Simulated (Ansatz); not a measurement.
# Hf/AlN/Zr: conductance against the thickness of the layer, part 6 of 6

Wanted: T(E), the conductance and its decay constant for Hf/AlN/Zr. The lower electrode is Hf hcp(0001), the upper one Zr hcp(0001); the barrier is AlN zinc blende(111) (whole bilayers). In the first transport cell, after relaxation, the nearest pair of electrode and barrier is Hf–N at 2.10 Å, along the normal, at the lower face and Zr–Al at 3.28 Å, at a slant, at the upper one. All share a net of side 3.2 Å, which strains the lower electrode by +0.0 %, the upper one by -0.9 % and the barrier by +2.9 %, against typed lattice constants near PBE's. The first steps treat the bulk electrodes alone.

Ansatz 0.2.0; PBE DFT, plane waves, PAW files (the session's first sound run).

So far, transmission at the Fermi level (a spin, zone mean): step 5 (T(E) of the junction) 9.5e-4; step 7 (conductance on a fine mesh, 28 atoms) 0.00119; step 8 (conductance on a fine mesh, atomic planes in the barrier 8, gap between the …) 2.5e-4; step 9 (conductance, atomic planes in the barrier 10, gap between the electrodes 15.54 Å) 3.4e-5; step 10 (conductance, atomic planes in the barrier 12, gap between the electrodes 18.06 Å) 5.9e-6.

## 13. The same cell, other settings, 28 atoms: output.transmission.temperature = 77.0

This step: PBE DFT, plane waves, PAW files; ballistic transmission by layer matching between semi-infinite leads; changed: output.transmission.temperature = 77.0 (Ansatz 0.2.0).

System of this step: Hf/AlN/Zr. The cell holds 28 atoms: 11 Hf, 3 N, 3 Al and 11 Zr. Cell: a = 3.200 Å, b = 3.200 Å, c = 75.984 Å, α = 90.0°, β = 90.0°, γ = 120.0°. Regions: left electrode, 11 atoms (11 Hf); barrier, 6 atoms (3 N and 3 Al); right electrode, 11 atoms (11 Zr). Vacuum lies along c.

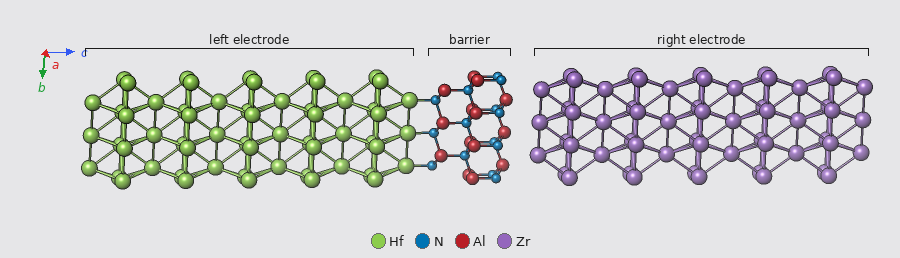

The cell of this step (hafnium green, nitrogen blue, aluminium red, zirconium purple). 1×3×1 cells are drawn. Some periodic images of atoms are drawn too.

It is meant to test how the leads' temperature enters. Where the input is shown as a difference, that is against the step before, not the twin.

Contents of input.yaml:

```yaml
crystal:
  lattice:
    - [3.2, 0.0, 0.0]
    - [-1.6, 2.7712812921, 0.0]
    - [0.0, 0.0, 75.9840169471]
  atoms:
    - { symbol: Hf, position: [0.33333333, 0.66666667, 0.0921246373] }
    - { symbol: Hf, position: [0.0, 0.0, 0.1255433705] }
    - { symbol: Hf, position: [0.33333333, 0.66666667, 0.1589621037] }
    - { symbol: Hf, position: [0.0, 0.0, 0.1923808368] }
    - { symbol: Hf, position: [0.33333333, 0.66666667, 0.22579957] }
    - { symbol: Hf, position: [0.0, 0.0, 0.2592183032] }
    - { symbol: Hf, position: [0.33333333, 0.66666667, 0.2926370364] }
    - { symbol: Hf, position: [0.0, 0.0, 0.3260557696] }
    - { symbol: Hf, position: [0.33333333, 0.66666667, 0.3594745028] }
    - { symbol: Hf, position: [0.0, 0.0, 0.392893236] }
    - { symbol: Hf, position: [0.33333333, 0.66666667, 0.4275942784] }
    - { symbol: "N", position: [0.33333333, 0.66666667, 0.4551911049] }
    - { symbol: Al, position: [0.66666667, 0.33333333, 0.4629250804] }
    - { symbol: "N", position: [0.66666667, 0.33333333, 0.4879618062] }
    - { symbol: Al, position: [0.0, 0.0, 0.4961294796] }
    - { symbol: "N", position: [0.0, 0.0, 0.5211625479] }
    - { symbol: Al, position: [0.33333333, 0.66666667, 0.5299578843] }
    - { symbol: Zr, position: [0.66666667, 0.33333333, 0.5656734511] }
    - { symbol: Zr, position: [0.0, 0.0, 0.5988348609] }
    - { symbol: Zr, position: [0.66666667, 0.33333333, 0.6331726945] }
    - { symbol: Zr, position: [0.0, 0.0, 0.667510528] }
    - { symbol: Zr, position: [0.66666667, 0.33333333, 0.7018483615] }
    - { symbol: Zr, position: [0.0, 0.0, 0.7361861951] }
    - { symbol: Zr, position: [0.66666667, 0.33333333, 0.7705240286] }
    - { symbol: Zr, position: [0.0, 0.0, 0.8048618621] }
    - { symbol: Zr, position: [0.66666667, 0.33333333, 0.8391996957] }
    - { symbol: Zr, position: [0.0, 0.0, 0.8735375292] }
    - { symbol: Zr, position: [0.66666667, 0.33333333, 0.9078753627] }
kpoints:
  mp_grid: { grid: [12, 12, 1] }
scf:
  occupations: { method: fermi_dirac, width: 0.1 }
  max_iter: 150
hamiltonian:
  xc: pbe
output:
  transmission:
    kmesh: [12, 12]
    e_range: [-2, 3]
    de: 0.1
    leads: [[4, 6], [22, 24]]
    temperature: 77.0
  dos: { projected: true, e_range: [-6, 5], de: 0.05 }
  write_potential: true
  write_density: true
  volumetric_format: npy
```

On the command line:

```
ansatz run input.yaml --threads 4 --pin off --max-ram 10240MiB --backend cpu --events-out ev --progress --plain --runs-dir out
```

Numbers of over 12 decimals in the logs are rounded to 6 here.

Output:

```text
[...]
Crystal: 28 atoms, lattice volume = 673.834 Å³
Basis set: ecut = 420 eV, 13333 PW (Γ)
Bands: 266, of which v1, the nominal top of the filled ones, is band 221 counted from 1 (220 counted from 0)
Symmetry: 6 space group operations
[...]
k-points: 19 of 144 (time reversal used)
[...]
SCF iter   1: F=—  HF=-221727.450979 eV  |F-HF|=—  |Δ(HF+E_count)|=         —  Δρ=1.03e-2  dr2=2.97e2  ethr=1.77e-3  ⟨swp⟩=5.8  Hψ=18112  notcnv=0  defer=13
[...]
SCF iter  11: F=-221726.952925 eV  HF=-221726.952925 eV  |F-HF|=1.34e-8  |Δ(HF+E_count)|=   4.25e-9  Δρ=5.71e-7  dr2=1.72e-8  ethr=2.26e-11  ⟨swp⟩=3.1  Hψ=10101  notcnv=0
SCF 1 converged in 11 iterations: F = -221726.952925 eV  dr2 = 1.72e-8
[...]
transmission: 135 of 1349 steps passed
transmission: 270 of 1349 steps passed
[...]
transmission: 1349 of 1349 steps passed
[...]
SCF converged after 11 iterations
Free energy (F): -221726.952925 eV
[...]
Internal energy: -221726.130821 eV  (E = F + TS)
E sigma→0 (E₀):  -221726.541873 eV
Entropy (-TS):   -0.822104 eV (-29.361 meV/atom)
Fermi energy:    12.805603 eV
[...]
--- Band table (eV; the first three rows and the last of 19) ---
  k-point 0: bands = [... 217 lower, 13.6133, 13.6133, 13.6203, 13.6203, 13.6686, 13.6686, 13.6824, 13.6843, ... 41 higher]
  k-point 1: bands = [... 217 lower, 13.3587, 13.4040, 13.4322, 13.4920, 13.5047, 13.5298, 13.5482, 13.5737, ... 41 higher]
  k-point 2: bands = [... 217 lower, 12.8775, 12.9056, 12.9863, 13.0413, 13.1062, 13.1158, 13.1765, 13.1800, ... 41 higher]
  k-point 18: bands = [... 217 lower, 11.9321, 12.0911, 12.3725, 12.6251, 12.6713, 12.6750, 12.7775, 12.8207, ... 41 higher]
--- Transmission ---
  basis      : 85 plane waves across, 71 finite elements along
  points     : 19, standing for a mesh of 12 x 12
[...]
channels       : 7.083333e-1 a spin
[...]
slowest decay  : 0.1010 /Å at (0.1667, 0.0833)
[...]
channels       : 5.972222e-1 a spin
[...]
slowest decay  : 0.0335 /Å at (0.3333, 0.1667)
  junction   : crystal 0 to crystal 1, 19.12 to 52.72 Å
    transmission   : 9.513216e-4 a spin
[...]
```

Run time: 7.5 min. Hardware: 4 threads of Arm Neoverse V1, shared host; peak memory 5.8 GiB; 28 min of CPU time.

Numbers from this step:

| Property | Result |
| --- | --- |
| free energy | -221726.9529 eV |
| Fermi energy | 12.81 eV |
| transmission at the Fermi level (a spin, zone mean) | 9.51e-4 |
| channels of the lower lead | 0.7083 |
| channels of the upper lead | 0.5972 |
| potential step in the upper lead | 20.1 meV |

One spin. Transmission, zone mean against energy, zero at the Fermi level:

| energy (eV) | transmission, zone mean |
| --- | --- |
| -2.00 | 9.0e-4 |
| -1.60 | 0.00457 |
| -1.20 | 0.0192 |
| -0.80 | 0.00534 |
| -0.50 | 0.00242 |
| -0.10 | 0.00138 |
| 0.00 | 9.5e-4 |
| 0.30 | 0.00203 |
| 0.60 | 0.0692 |
| 0.70 | 0.0165 |
| 0.90 | 0.0530 |
| 1.10 | 0.0743 |
| 1.40 | 0.0499 |
| 1.50 | 0.0326 |
| 1.80 | 0.00131 |
| 2.20 | 8.0e-4 |
| 2.60 | 0.0321 |
| 3.00 | 0.00562 |

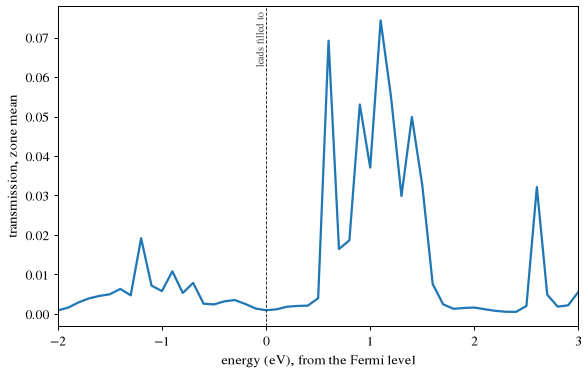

Transmission, zone mean, plotted against energy.

One spin. Table of open channels, zone mean by energy, zero at the Fermi level:

| energy (eV) | lower lead | upper lead |
| --- | --- | --- |
| -2.0000 | 0.535 | 0.785 |
| -1.8000 | 0.451 | 0.743 |
| -1.5000 | 0.785 | 0.743 |
| -1.3000 | 1.02 | 0.812 |
| -1.0000 | 1.48 | 1.15 |
| -0.8000 | 1.40 | 1.27 |
| -0.5000 | 0.333 | 1.10 |
| -0.3000 | 0.458 | 0.562 |
| 0.0000 | 0.708 | 0.597 |
| 0.2000 | 0.958 | 1.33 |
| 0.5000 | 1.22 | 1.06 |
| 0.7000 | 1.47 | 1.18 |
| 1.0000 | 1.33 | 1.06 |
| 1.2000 | 1.02 | 1.14 |
| 1.5000 | 1.14 | 1.28 |
| 1.7000 | 1.24 | 1.19 |
| 2.0000 | 0.979 | 1.12 |
| 2.2000 | 1.03 | 0.993 |
| 2.5000 | 1.03 | 1.13 |
| 2.7000 | 1.09 | 1.17 |
| 3.0000 | 1.09 | 1.09 |

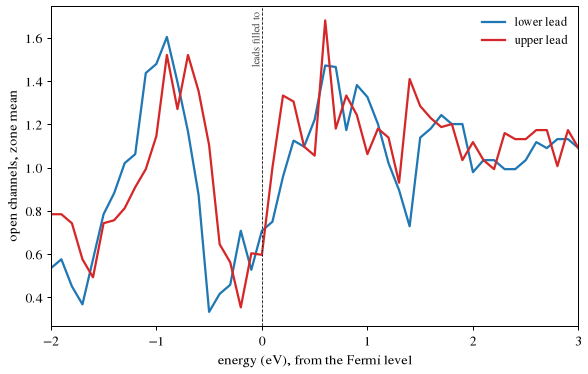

Open channels, zone mean, plotted against energy.

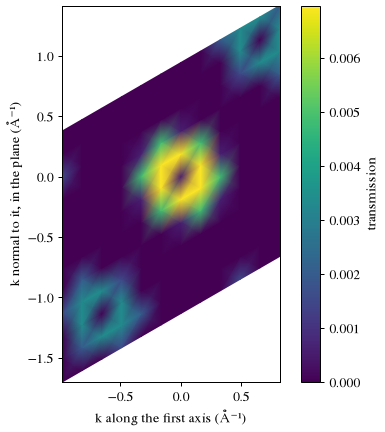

Transmission over k1 and k2. At 0.0000 eV from the Fermi level.

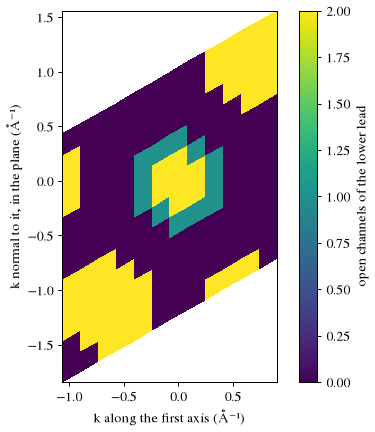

Open channels of the lower lead over k1 and k2. At 0.0000 eV from the Fermi level.

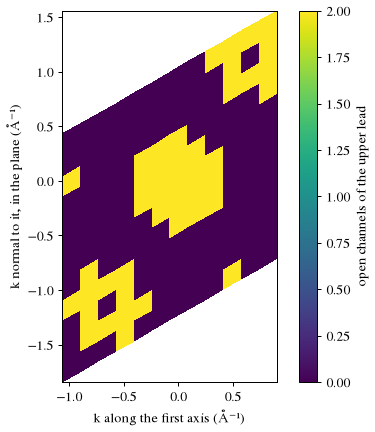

Open channels of the upper lead over k1 and k2. At 0.0000 eV from the Fermi level.

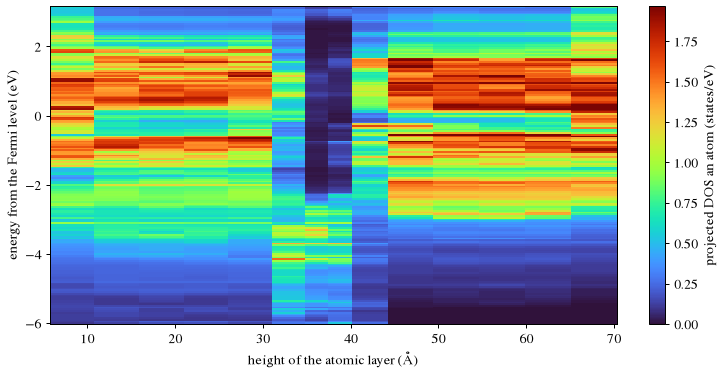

Projected DOS an atom over height of the atomic layer and energy from the Fermi level. Layers: Hf Hf Hf Hf Hf Hf Hf Hf Hf Hf Hf N Al N Al N Al Zr Zr Zr Zr Zr Zr Zr Zr Zr Zr Zr; projections on atoms miss part of the total, and the computed bands can run out at the top of the range; a column is the mean of 2 neighbouring layers, the last of those left over.

The temperature enters the conductance and not T(E) itself. This run's window or step doesn't suffice for the thermal average, so it gives no conductance.

## 14. A check of the settings, 26 atoms

This step: PBE DFT, plane waves, PAW files; ballistic transmission by layer matching between semi-infinite leads; changed: output.transmission.kmesh = [15, 15] (Ansatz 0.2.0).

System of this step: Hf/AlN/Zr. The cell holds 26 atoms: 11 Hf, 2 N, 2 Al and 11 Zr. Its edges and angles: a = 3.200 Å, b = 3.200 Å, c = 73.461 Å, α = 90.0°, β = 90.0°, γ = 120.0°. Regions: left electrode, 11 atoms (11 Hf); barrier, 4 atoms (2 N and 2 Al); right electrode, 11 atoms (11 Zr). Vacuum lies along c.

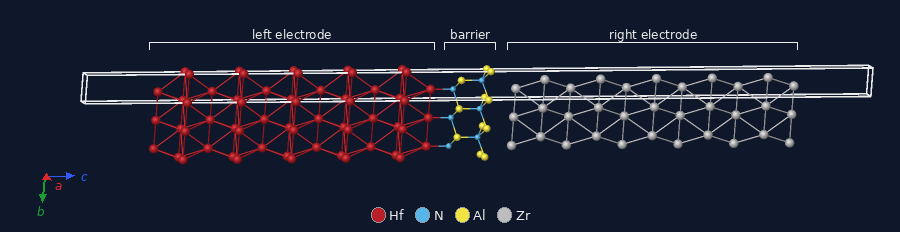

The cell of this step (hafnium red, nitrogen blue, aluminium yellow, zirconium light grey). Bonds to atoms that aren't drawn are left out. 1×3×1 cells are drawn. Some periodic images of atoms are drawn too.

This run repeats an earlier one, its twin (the conductance run, 4 atomic planes between the electrodes), with one setting changed (output.transmission.kmesh; files written aside). It is meant to test whether the mesh across the current is converged. Where the input is shown as a difference, that is against the step before, not the twin.

Contents of input.yaml:

```yaml
crystal:
  lattice:
    - [3.2, 0.0, 0.0]
    - [-1.6, 2.7712812921, 0.0]
    - [0.0, 0.0, 73.4612912302]
  atoms:
    - { symbol: Hf, position: [0.33333333, 0.66666667, 0.0952882788] }
    - { symbol: Hf, position: [0.0, 0.0, 0.1298546408] }
    - { symbol: Hf, position: [0.33333333, 0.66666667, 0.1644210029] }
    - { symbol: Hf, position: [0.0, 0.0, 0.1989873649] }
    - { symbol: Hf, position: [0.33333333, 0.66666667, 0.233553727] }
    - { symbol: Hf, position: [0.0, 0.0, 0.268120089] }
    - { symbol: Hf, position: [0.33333333, 0.66666667, 0.3026864511] }
    - { symbol: Hf, position: [0.0, 0.0, 0.3372528131] }
    - { symbol: Hf, position: [0.33333333, 0.66666667, 0.3718191752] }
    - { symbol: Hf, position: [0.0, 0.0, 0.4063855372] }
    - { symbol: Hf, position: [0.33333333, 0.66666667, 0.4422782441] }
    - { symbol: "N", position: [0.33333333, 0.66666667, 0.4708227701] }
    - { symbol: Al, position: [0.66666667, 0.33333333, 0.4788223372] }
    - { symbol: "N", position: [0.66666667, 0.33333333, 0.5047188462] }
    - { symbol: Al, position: [0.0, 0.0, 0.5138162223] }
    - { symbol: Zr, position: [0.33333333, 0.66666667, 0.5507582933] }
    - { symbol: Zr, position: [0.66666667, 0.33333333, 0.5850584952] }
    - { symbol: Zr, position: [0.33333333, 0.66666667, 0.6205755203] }
    - { symbol: Zr, position: [0.66666667, 0.33333333, 0.6560925454] }
    - { symbol: Zr, position: [0.33333333, 0.66666667, 0.6916095706] }
    - { symbol: Zr, position: [0.66666667, 0.33333333, 0.7271265957] }
    - { symbol: Zr, position: [0.33333333, 0.66666667, 0.7626436208] }
    - { symbol: Zr, position: [0.66666667, 0.33333333, 0.7981606459] }
    - { symbol: Zr, position: [0.33333333, 0.66666667, 0.833677671] }
    - { symbol: Zr, position: [0.66666667, 0.33333333, 0.8691946961] }
    - { symbol: Zr, position: [0.33333333, 0.66666667, 0.9047117212] }
kpoints:
  mp_grid: { grid: [12, 12, 1] }
scf:
  occupations: { method: fermi_dirac, width: 0.1 }
  max_iter: 150
hamiltonian:
  xc: pbe
output:
  transmission:
    kmesh: [15, 15]
    e_range: [-0.26, 0.27]
    de: 0.0375
    leads: [[4, 6], [20, 22]]
```

Output:

```text
Engine: ansatz 0.2.0, aarch64-unknown-linux-gnu
Pseudopotentials: kind: paw
Pseudopotential: Hf, paw, valence charge 26, recommended cutoff 420 eV (normal), Hf.paw.azcp
Pseudopotential: N, paw, valence charge 5, recommended cutoff 420 eV (normal), N.paw.azcp
Pseudopotential: Al, paw, valence charge 3, recommended cutoff 420 eV (normal), Al.paw.azcp
Pseudopotential: Zr, paw, valence charge 12, recommended cutoff 420 eV (normal), Zr.paw.azcp
Functional definition: PBE
  parameter kappa = 0.804
  parameter beta = 0.066725
  exchange = pbe_x(kappa = kappa, mu = beta*pi^2/3)
  correlation = pbe_c(beta = beta)
Crystal: 26 atoms, lattice volume = 651.462 Å³
Basis set: ecut = 420 eV, 12893 PW (Γ)
Bands: 261, of which v1, the nominal top of the filled ones, is band 217 counted from 1 (216 counted from 0)
Symmetry: 6 space group operations
Space group: P3m1 (ITA 156), of the structure as read, at distance tolerance 8.7e-5 Å
k-points: 19 of 144 (time reversal used)
Non-local potential: Hf, projectors of the file, l = 0: 3, l = 1: 2, l = 2: 2, l = 3: 3
Non-local potential: N, projectors of the file, l = 0: 2, l = 1: 2, l = 2: 1
Non-local potential: Al, projectors of the file, l = 0: 2, l = 1: 2, l = 2: 1
Non-local potential: Zr, projectors of the file, l = 0: 3, l = 1: 2, l = 2: 2, l = 3: 2
PAW form: soft (Blöchl's): semilocal exchange-correlation on the pseudo side does not see the compensation charge
PAW one-centre angular grid: Hf, 590 points (default); XC on 64 Gauss nodes
PAW one-centre angular grid: N, 110 points (default); XC on 64 Gauss nodes
PAW one-centre angular grid: Al, 110 points (default); XC on 64 Gauss nodes
PAW one-centre angular grid: Zr, 590 points (default); XC on 64 Gauss nodes
Initial density: superposition of atomic densities (neutral atoms: chi_scale 0, normalization atom), corrected by the library's trained network
Initial wavefunctions: pseudopotential atomic-orbital guess
Functional: x = pbe(κ = 0.804, μ = 0.219515), c = pbe(β = 0.066725)
SCF iter   1: F=—  HF=-220803.295447 eV  |F-HF|=—  |Δ(HF+E_count)|=         —  Δρ=1.05e-2  dr2=2.85e2  ethr=1.77e-3  ⟨swp⟩=5.7  Hψ=17503  notcnv=0  defer=5
preconditioner: auto → LDOS  [metal: Δε(μ)=0.004 eV  Ē_g=13.422 eV  σ=0.100 eV  W_gap=0.01  n_scr=220 (ndim 8)  ℏωp=26.2 eV  f_vac=0.144  D(μ)=25.92/eV (n_scr^D=260)  β→1.0]
SCF iter   2: F=—  HF=-220802.815737 eV  |F-HF|=—  |Δ(HF+E_count)|=   4.80e-1  Δρ=2.39e-3  dr2=3.73e0  ethr=1.77e-3  ⟨swp⟩=2.2  Hψ=6137  notcnv=0  defer=12
SCF iter   3: F=—  HF=-220802.807154 eV  |F-HF|=—  |Δ(HF+E_count)|=   8.58e-3  Δρ=1.11e-3  dr2=5.26e-2  ethr=8.59e-4  ⟨swp⟩=2.3  Hψ=5407  notcnv=0  defer=17
SCF iter   4: F=—  HF=-220802.804473 eV  |F-HF|=—  |Δ(HF+E_count)|=   2.68e-3  Δρ=3.90e-4  dr2=1.07e-2  ethr=1.21e-5  ⟨swp⟩=2.1  Hψ=9272  notcnv=0  defer=16
SCF iter   5: F=—  HF=-220802.803986 eV  |F-HF|=—  |Δ(HF+E_count)|=   4.86e-4  Δρ=9.06e-5  dr2=4.44e-4  ethr=2.46e-6  ⟨swp⟩=2.0  Hψ=7752  notcnv=0  defer=16
SCF iter   6: F=—  HF=-220802.804007 eV  |F-HF|=—  |Δ(HF+E_count)|=   2.11e-5  Δρ=4.13e-5  dr2=1.99e-5  ethr=1.02e-7  ⟨swp⟩=2.2  Hψ=7861  notcnv=0  defer=16
SCF iter   7: F=—  HF=-220802.802945 eV  |F-HF|=—  |Δ(HF+E_count)|=   1.06e-3  Δρ=2.04e-5  dr2=9.26e-6  ethr=4.58e-9  ⟨swp⟩=2.3  Hψ=9193  notcnv=0  defer=14
SCF iter   8: F=—  HF=-220802.802948 eV  |F-HF|=—  |Δ(HF+E_count)|=   3.66e-6  Δρ=6.35e-6  dr2=1.17e-6  ethr=2.13e-9  ⟨swp⟩=2.1  Hψ=7805  notcnv=0  defer=14
SCF iter   9: F=—  HF=-220802.802949 eV  |F-HF|=—  |Δ(HF+E_count)|=   3.18e-7  Δρ=2.21e-6  dr2=3.20e-7  ethr=2.70e-10  ⟨swp⟩=2.0  Hψ=8740  notcnv=0  defer=14
SCF iter  10: F=-220802.802949 eV  HF=-220802.802949 eV  |F-HF|=4.09e-8  |Δ(HF+E_count)|=   4.00e-8  Δρ=1.05e-6  dr2=4.70e-8  ethr=2.30e-11  ⟨swp⟩=13.1  Hψ=16509  notcnv=0
SCF 1 converged in 10 iterations: F = -220802.802949 eV  dr2 = 4.70e-8
[...]
transmission: 157 of 1566 steps passed
transmission: 314 of 1566 steps passed
[...]
transmission: 1253 of 1566 steps passed
WARN: the run was ended behind the SCF: a stop after 1385 completed steps of the transmission. The result of record stands; what else was asked for is given out only as far as it was finished by then, or is formed of that. The run will not end as completed
SCF converged after 10 iterations
Free energy (F): -220802.802949 eV
Harris-Foulkes:  -220802.802949 eV  (|F-HF|=4.09e-8)
Internal energy: -220801.979448 eV  (E = F + TS)
E sigma→0 (E₀):  -220802.391198 eV
Entropy (-TS):   -0.823501 eV (-31.673 meV/atom)
Fermi energy:    12.954939 eV
--- Per-component energies (eV) ---
  E_band       = -2695.263862
  E_kinetic    = 8630.975888
  E_local      = -1646547.161021  (includes V_loc(G=0)·N_el)
  E_nonlocal   = -12690.850647
  E_hartree    = 819217.220543
  E_xc         = -5275.082927
  E_vxc        = -5233.523922  (∫ρ·V_xc dr)
  E_paw        = -109889.761555  (= ΣΔE_a)
  E_vpaw       = 14711.140272  (= ΣTr[D̂ρ^β])
  E_aug_tail   = 0.000450  (compensation charges beyond the density's cutoff)
  E_ewald      = 725752.679821
  E_smearing   = -0.823501  (= −TS)
  E_closure    = 0.000000  (closes the sum)
  Σ components = -220802.802949   (vs F -220802.802949, Δ=0.00e0)
--- Band table (eV; the first three rows and the last of 19) ---
  k-point 0: bands = [... 213 lower, 13.7625, 13.7625, 13.7694, 13.7694, 13.8175, 13.8175, 13.8311, 13.8332, ... 40 higher]
  k-point 1: bands = [... 213 lower, 13.5086, 13.5531, 13.5811, 13.6409, 13.6540, 13.6791, 13.6971, 13.7231, ... 40 higher]
  k-point 2: bands = [... 213 lower, 13.0261, 13.0550, 13.1354, 13.1912, 13.2550, 13.2658, 13.3259, 13.3327, ... 40 higher]
  k-point 18: bands = [... 213 lower, 12.0671, 12.2404, 12.5221, 12.7752, 12.8205, 12.8251, 12.9276, 12.9697, ... 40 higher]
Error: SIGTERM received: cancelled by the caller after 1385 completed steps of the transmission, in an analysis behind the self-consistent cycle: that cycle's result was reported, and what else the deck asks for behind it is given out only as far as it was finished by then, or is formed of that: a new run makes the rest, from the state that this one saved, where it saved one
```

The job ended after 5.2 min (4 threads; peak memory 4.7 GiB).

The run was cut off at the time limit after its SCF cycle had converged; no result of it is taken.

The program's message: “Error: SIGTERM received: cancelled by the caller after 1385 completed steps of the transmission, in an analysis behind the self-consistent cycle: that cycle's result was reported, and what else the de …”

## 15. Outcome

```yaml
1_g_at_7p97_a_gap: 0.0700 Ω um²
1_g_at_18p1_a_gap: 188 Ω um²
decay_constant_beta: 0.77 Å⁻¹
```

A fit of ln G against d gives β = 0.77 Å⁻¹, and step by step the slopes are 1.03, 0.62, 0.83 and 0.65 Å⁻¹. They differ by more than a fifth, so the fit is an average; how much of this is a real bend and how much error of the runs wasn't traced. At the Fermi level the layers of the barrier in the wide-window run (6 planes) hold from 0.0081 to 0.11 states an eV and atom. For band edges and narrow resonances between the energies solved the program's estimate reaches 1142 %, so such features can't be ruled out. The program's largest other error estimate on these conductances is 74 %, from the leads' potential steps, in the run that gave 1.1e12 S/m². In 5 of these 5 runs a lead's potential steps by more than 25 meV, which the program flags as too much. No spin-orbit coupling, phonons, disorder or image charges enter; the interfaces are ordered, one cell wide and lattice-matched by strain. Semilocal gaps are too small, which can bring a band edge of the barrier nearer to the Fermi level than it is.

[Logs are printed without paths, hosts, clocks, repeated set-up lines and the standing remarks that a program may print on its own settings, such as how far it seeks lower states.]

[Hosts, paths, dates, database ids (printed as entryN), source tags and the programs' standing remarks are cut or masked in the printed files.]
